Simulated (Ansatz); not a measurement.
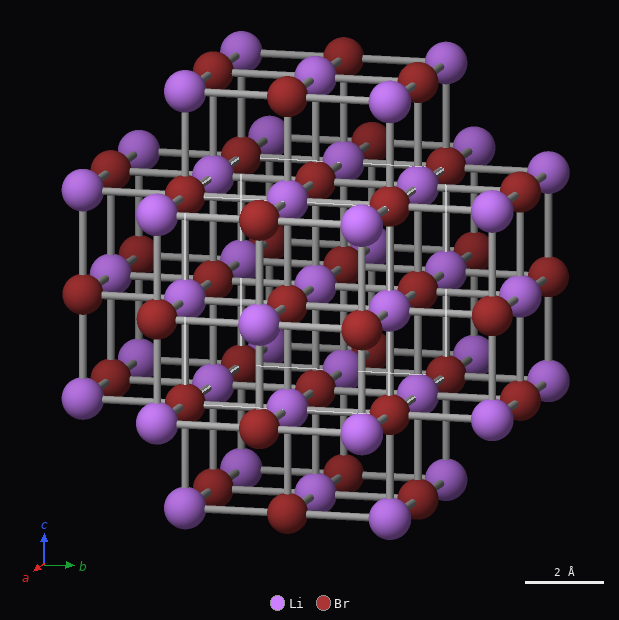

The image is a ball-and-stick drawing of a crystal, viewed slightly off an axis. Lines trace the edges of the conventional unit cell. Atoms just outside the outline that bond to atoms inside are added.

LiBr, rock salt (NaCl type), space group Fm-3m (No. 225), a = 5.508 Å, b = 5.508 Å, c = 5.508 Å, α = 90.00°, β = 90.00°, γ = 90.00°. The initial geometry was a structure type filled with these elements by a generator (whether the compound takes this form wasn't checked). Earlier steps of the study may have refined or changed the cell and positions. It went into a calculation with Ansatz.

This one geometry was computed with Ansatz (DFT, plane waves, PAW) at four levels of theory: PBE, PBEsol, r2SCAN and HSE06.

Question: How does the band gap change with the level of theory?

Answer: PBEsol: a gap of 4.75 eV, direct; PBE: a gap of 4.92 eV, direct; r2SCAN: a gap of 5.80 eV, direct; HSE06: a gap of 6.14 eV, direct.

Question: Collect the results in a table.

Answer:
| level | cutoff (eV) | k-mesh of the run's cell | gap (eV) | pressure (GPa) |
| --- | --- | --- | --- | --- |
| PBE | 420 | 8×8×8 | 4.92 | 0.0 |
| PBEsol | 420 | 8×8×8 | 4.75 | -1.4 |
| r2SCAN | 500 | 8×8×8 | 5.80 | -0.4 |
| HSE06 | 420 | 6×6×6 | 6.14 | -0.5 |

Gaps are taken on the k-mesh or band path of each run.
